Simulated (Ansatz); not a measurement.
# Calculations on Ga₉N₇

## 1. Relaxation

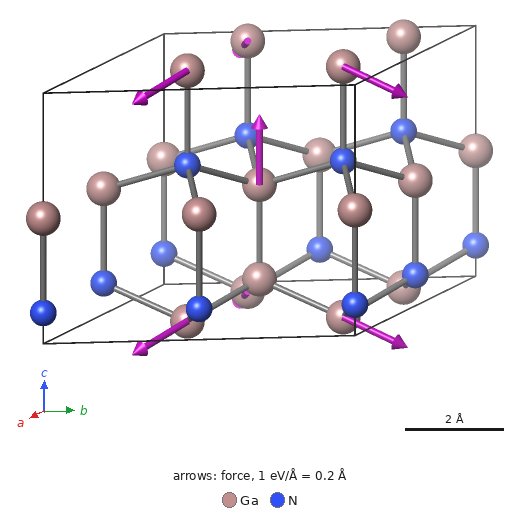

Starting geometry of a defect cell of composition Ga9N7 with the computed forces as purple arrows. Style: ball-and-stick. Shown: the cell of the calculation, reduced to other axes (origin shifted), slightly off an axis. Lengths and directions refer to the drawn axes.

Case: Ga on a N site (b), charge +0, atoms relaxed at the host's cell.

These are results of DFT PBE, scalar-relativistic, plane waves, PAW (Ansatz 0.2.0), not measurements. (plane-wave cutoff 420 eV; k-point mesh 4 × 4 × 4; occupations gaussian; smearing width 0.01 eV; no spin polarisation; atoms relaxed in a fixed cell; force threshold 0.025 eV/Å; at most 45 steps)

> What follows when this structure is relaxed?

It isn't relaxed: the largest force vector, on Ga atoms, is 7.65 eV/Å. The final displacements follow the starting forces only in part (cosine between the two patterns 0.81). The atom that moves furthest is a Ga atom (0.54 Å along +c). Largest moves by element: Ga 0.54 Å, N 0.13 Å. The lattice vectors keep their values. Near-neighbour distances that change, for instance: Ga–Ga 1.967 → 2.286 Å, Ga–N 1.975 → 1.890 Å, Ga–N 1.975 → 1.933 Å, Ga–N 1.967 → 1.989 Å. Bond angles that change, for instance: Ga–Ga–N 109.2° → 92.4°, Ga–N–Ga 109.2° → 94.6°, Ga–N–Ga 109.8° → 96.0°. After 5 accepted moves (6 points after the start) the energy has fallen by 3.996 eV per cell of the calculation. The largest force component goes from 7.4 to 0.021 eV/Å. 1 step only repeated the SCF at the same geometry.

Limits of the set-up: the periodic images lie only 5.2 Å apart, so the values are limited by the cell's size.

## 2. Relaxation

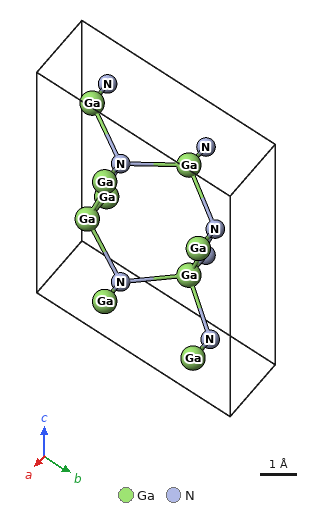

Starting structure of a defect cell of composition Ga9N7 (cell charge −2). Style: ball-and-stick. Shown: the cell of the calculation, slightly off an axis.

Case: Ga on a N site (b), charge -2, atoms relaxed at the host's cell.

All numbers below come from DFT PBE, scalar-relativistic, plane waves, PAW in Ansatz 0.2.0.

The input:
```yaml
crystal:
  lattice:
    - [0.0, 0.0, -5.2431684262]
    - [6.4367416346, 1.0e-10, 0.0]
    - [-3.2183708173, -5.5743817732, 0.0]
  atoms:
    - { symbol: Ga, position: [0.5954527088, 0.1666666667, 0.3333333333] }
    - { symbol: Ga, position: [0.4866223082, 0.6667204281, 0.3334408562] }
    - { symbol: Ga, position: [0.4866223082, 0.1665591438, 0.8332795719] }
    - { symbol: Ga, position: [0.4866223082, 0.6667204281, 0.8332795719] }
    - { symbol: Ga, position: [-0.0152645888, 0.8047386334, 0.1523693167] }
    - { symbol: Ga, position: [-0.0152645888, 0.3476306833, 0.1523693167] }
    - { symbol: Ga, position: [-0.0111789693, 0.8333333333, 0.6666666667] }
    - { symbol: Ga, position: [-0.0152645888, 0.3476306833, 0.6952613666] }
    - { symbol: Ga, position: [0.1656360967, 0.1666666667, 0.3333333333] }
    - { symbol: "N", position: [0.1185429822, 0.6696945739, 0.3393891477] }
    - { symbol: "N", position: [0.1185429822, 0.1606108523, 0.8303054261] }
    - { symbol: "N", position: [0.1185429822, 0.6696945739, 0.8303054261] }
    - { symbol: "N", position: [0.6221214232, 0.8088964945, 0.1544482473] }
    - { symbol: "N", position: [0.6221214232, 0.3455517527, 0.1544482473] }
    - { symbol: "N", position: [0.6140237897, 0.8333333333, 0.6666666667] }
    - { symbol: "N", position: [0.6221214232, 0.3455517527, 0.6911035055] }
  host:
    lattice:
      - [3.2183708173, 0.0, 0.0]
      - [-1.6091854087, 2.7871908866, 0.0]
      - [0.0, 0.0, 5.2431684262]
    atoms:
      - { symbol: Ga, position: [0.6666666667, 0.3333333333, 0.4991348648] }
      - { symbol: Ga, position: [0.3333333333, 0.6666666667, 0.9991348648] }
      - { symbol: "N", position: [0.6666666667, 0.3333333333, 0.8758651352] }
      - { symbol: "N", position: [0.3333333333, 0.6666666667, 0.3758651352] }
total_charge: -2
basis:
  ecutwfc: 420
  xc_grid: 2
kpoints:
  mp_grid: { grid: [4, 4, 4], shift: [0.0, 0.0, 0.0] }
hamiltonian:
  xc: pbe
scf:
  occupations: { method: gaussian, width: 0.01 }
output:
  forces: true
  stress: false
  eigenvalues: true
  charged_corrections:
    defect_position: [0.12413486, 0.16666667, 0.33333333]
    epsilon: [[10.4928, 0.0, 0.0], [0.0, 10.4928, 0.0], [0.0, 0.0, 11.6882]]
  write_density: true
  write_potential: true
  elf: true
  volumetric_format: npy
relax:
  adjacent_minimum: "off"
  f_tol: 0.025
  max_steps: 45
```

Launched with:
```bash
ansatz run input.yaml --threads 4 --pin off --max-ram 8192MiB --backend cpu --events-out ev --progress --plain --runs-dir out
```

> What does the optimiser find from here?

The largest moves, 0.046 Å, are those of Ga5, Ga6 and Ga8. Ga6 goes along [1 −1 1]. By element the largest moves are Ga 0.046 Å, N 0.012 Å. The cell doesn't change. Among the contacts that change: Ga5–Ga9 2.229 → 2.181 Å, Ga5–N13 1.901 → 1.921 Å, Ga7–N15 1.965 → 1.981 Å, Ga2–N15 1.974 → 1.988 Å. Among the angles between lasting bonds that change: Ga5–N10–Ga6 99.0° → 102.0°. Over 3 geometry steps the energy falls by 0.104 eV per cell of the calculation. The largest force component goes from 0.94 to 0.012 eV/Å.

Limits of the set-up: the periodic images lie only 5.2 Å apart, so the values are limited by the cell's size; the cell is charged, on a uniform background, and energies carry no finite-size correction.

## 3. Defect

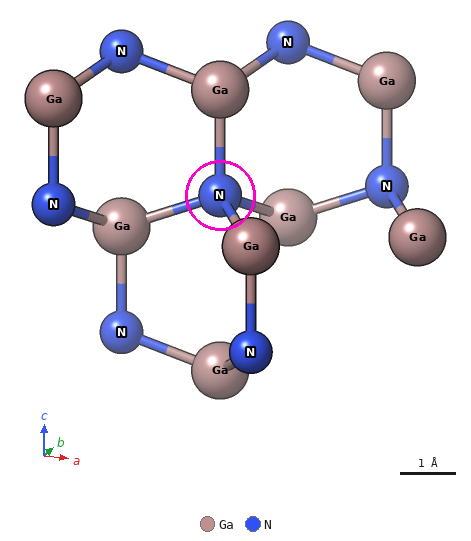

Perfect GaN. Style: ball-and-stick. Shown: the atoms within 4.0 Å of one point, in a slice 3.4 Å thick across the line of sight, slightly off an axis.

These are results of Ansatz 0.2.0, DFT PBE, scalar-relativistic, plane waves, PAW, not measurements. Settings: plane-wave cutoff 420 eV; k-point mesh 4 × 4 × 4; occupations gaussian; smearing width 0.01 eV; collinear spin. The cell is small and the k-mesh coarse, so the numbers are rough. A uniform background neutralises the charged cell. The axes drawn are those of the host's conventional cell.

A nitrogen atom is replaced by gallium at the ringed place, in charge state −1. The supercell has 16 sites, and the atoms are relaxed at the host's cell.

**Predict the relaxed surroundings of the defect.**

In the host the N atom has 4 Ga at 1.97 to 1.98 Å; the Ga atom ends with 4 Ga at 2.23 to 2.25 Å. Of the host's atoms, a gallium atom moves furthest from its site, by 0.54 Å. The Ga atom itself moves 0.26 Å from where it was put.

The relaxed defect, seen from the same direction:

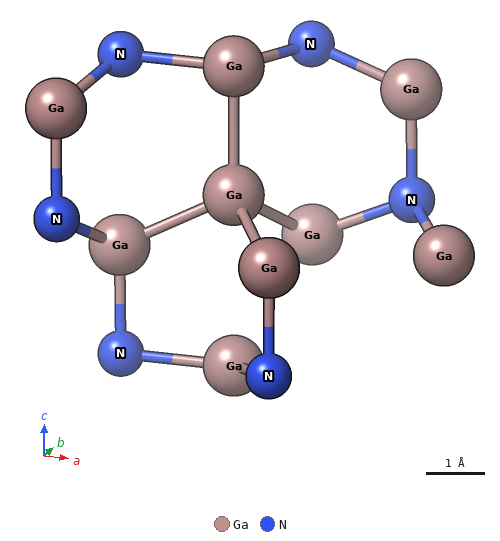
